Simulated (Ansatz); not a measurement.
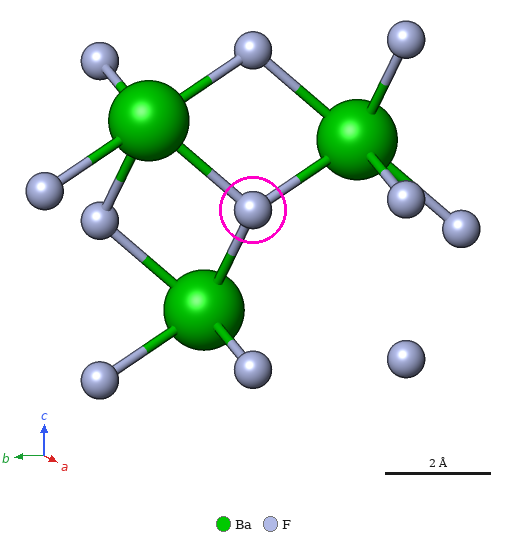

Perfect BaF$_{2}$. Style: ball-and-stick. Shown: the atoms within 4.6 Å of one point, in a slice 4.2 Å thick across the line of sight, from a free direction.

All numbers below come from DFT, PBE, plane-wave PAW, default files, scalar-relativistic (Ansatz). (plane-wave cutoff 420 eV; k-point mesh 3 × 3 × 3; occupations fermi dirac; smearing width 0.01 eV; no spin polarisation) A uniform background neutralises the charged cell. The axes drawn are those of the host's conventional cell.

A fluorine atom is taken out (a vacancy) at the ringed place, in charge state +1. The supercell has 24 sites, and the atoms are relaxed at the host's cell.

Predict the relaxed surroundings of the defect.

Answer. Around the empty F site the host had 4 Ba at 2.70 Å, 6 F at 3.11 Å; after relaxation the nearest atoms are 4 Ba at 2.77 to 2.80 Å, 6 F at 2.93 to 2.95 Å. Of the host's atoms, a fluorine atom moves furthest from its site, by 0.17 Å. Relaxing the atoms from the host's sites lowers the energy by 0.51 eV.

The relaxed defect, seen from the same direction:

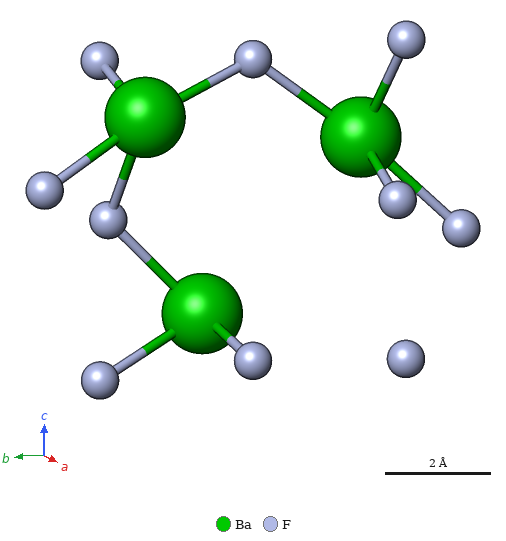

Limits of the set-up: the cell is charged, on a uniform background, and energies carry no finite-size correction.
